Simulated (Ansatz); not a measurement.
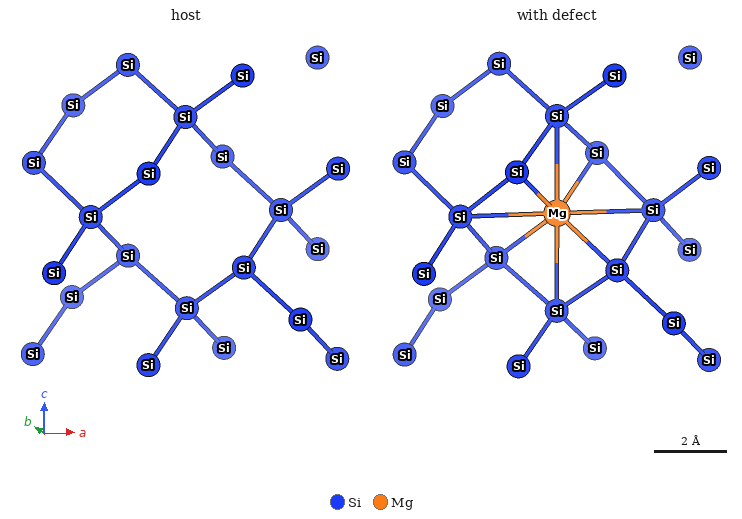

Left: perfect Si. Right: the same region with one point defect, after relaxing the atoms in a supercell of 128 sites. The picture is a ball-and-stick view of the atoms within 6.0 Å of one point, in a slice 5.0 Å thick across the line of sight, seen slightly off an axis.

These are results of DFT, PBEsol, PAW, plane waves (Ansatz 0.2.0), not measurements. (plane-wave cutoff 420 eV; k-point mesh 1 × 1 × 1; mesh shifted by (0.25, 0.25, 0.25); no spin polarisation) Fermi-Dirac smearing of 0.01 eV. A uniform background neutralises the charged cell. The axes drawn are those of the host's conventional cell.

Q: What kind of defect was made?

A: An extra magnesium atom is put between the host's atoms (an interstitial).

The charge state of the cell is +2.

Q: How does the lattice respond?

A: The Mg atom starts with 10 Si at 2.33 to 2.74 Å around its place and ends with 10 Si at 2.50 to 2.78 Å. Of the host's atoms, a silicon atom moves furthest from its site, by 0.18 Å. Relaxing the atoms from the host's sites lowers the energy by 1.73 eV.

Limits of the set-up: the cell is charged, on a uniform background, and energies carry no finite-size correction.
